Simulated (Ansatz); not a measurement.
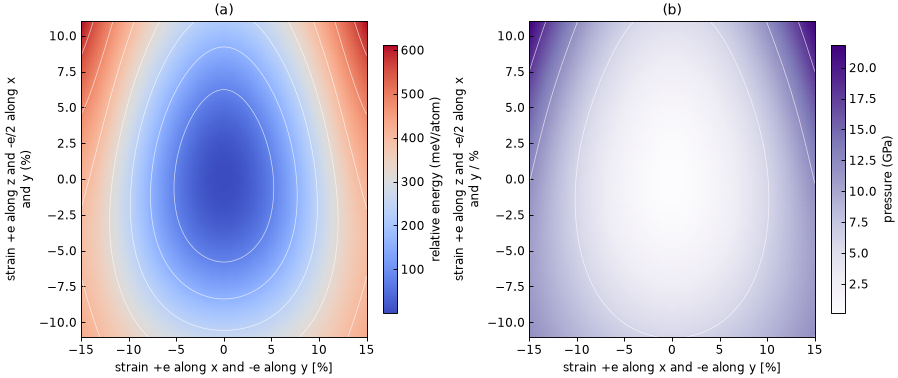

Mo (Im-3m, No. 229; 1 atom in the cell). The energy is mapped over two homogeneous strains (x, y and z along the cube axes). Coordinates scanned: (1) strain +e along x and -e along y; (2) strain +e along z and -e/2 along x and y. Nothing is relaxed (symmetry fixes all fractional coordinates). Grid: 7 × 7 points; 28 points were computed and 21 follow by symmetry. Points are written as (first, second). Energies are in meV/atom, from the lowest grid point. Computed with DFT PBE, scalar-relativistic, plane waves, PAW (Ansatz). Settings: cutoff 420 eV, k-mesh 20×20×20, gaussian smearing 0.15 eV, no spin polarisation.

Panel (a) is the energy and panel (b) the computed pressure on the same grid.

In the figure: a smooth colour map with a few white contour lines. Between grid points the surface is interpolated.

How does the pressure vary over the map, and what is it at the lowest grid point?

It runs from 0.1 GPa at (0 %, 0.0 %) to 21.8 GPa at (−15 %, 11.0 %). At the lowest grid point, (0 %, 0.0 %), it is 0.1 GPa.

| second ↓, first → | −15 | −10 | −5 | 0 | 5 | 10 | 15 |
| --- | --- | --- | --- | --- | --- | --- | --- |
| 11.0 | 21.8 | 12.1 | 6.6 | 5.1 | 6.6 | 12.1 | 21.8 |
| 7.3 | 17.8 | 9.2 | 4.2 | 2.4 | 4.2 | 9.2 | 17.8 |
| 3.7 | 14.6 | 7.0 | 2.5 | 0.7 | 2.5 | 7.0 | 14.6 |
| 0.0 | 12.2 | 5.9 | 1.7 | 0.1 | 1.7 | 5.9 | 12.2 |
| −3.7 | 10.9 | 6.0 | 2.1 | 0.8 | 2.1 | 6.0 | 10.9 |
| −7.3 | 10.9 | 7.1 | 4.0 | 2.8 | 4.0 | 7.1 | 10.9 |
| −11.0 | 12.0 | 8.9 | 6.7 | 5.9 | 6.7 | 8.9 | 12.0 |

PAW datasets: the set soft_1.
